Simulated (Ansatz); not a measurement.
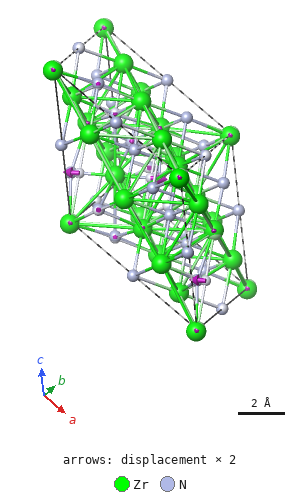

A relaxation of a defect cell of composition Zr₁₅N₁₆ (started half-way along a vacancy jump, in the symmetry of that start). The starting structure is drawn faded, the final one solid; purple arrows show the displacements, magnified 2 times.

A ball-and-stick model of the cell of the calculation (origin shifted), seen slightly off an axis.

Level of theory: DFT PBE, scalar-relativistic, plane waves, PAW in Ansatz. (plane-wave cutoff 420 eV; k-point mesh 4 × 4 × 4; occupations gaussian; smearing width 0.1 eV; no spin polarisation; atoms relaxed in a fixed cell; force threshold 0.02 eV/Å; at most 60 steps)

**Atoms of which element are displaced furthest, and by how much?**

Nitrogen: up to 0.38 Å, against 0.09 Å for zirconium.

**What happened in the run?**

After 5 geometry steps the energy has fallen by 6.768 eV per cell of the calculation. Largest force component: 13 eV/Å at the start, 0.0048 eV/Å at the end. The largest moves, 0.38 Å, are those of N atoms. By element the largest moves are N 0.38 Å, Zr 0.09 Å. The cell stays as it was. Some distances before and after: N–Zr 1.624 → 2.007 Å, N–Zr 2.297 → 2.081 Å, Zr–Zr 3.249 → 3.369 Å, Zr–Zr 3.249 → 3.135 Å. Bond angles that change, for instance: Zr–N–Zr 90.0° → 107.8°, Zr–N–Zr 180.0° → 163.2°, Zr–N–Zr 135.0° → 126.1°. The run took 2.3 min on 4 threads of Intel(R) Xeon(R) Processor @ 2.30GHz (shared host), peak memory 1.9 GiB.

Limits of the set-up: the periodic images lie only 8.0 Å apart, so the values are limited by the cell's size.
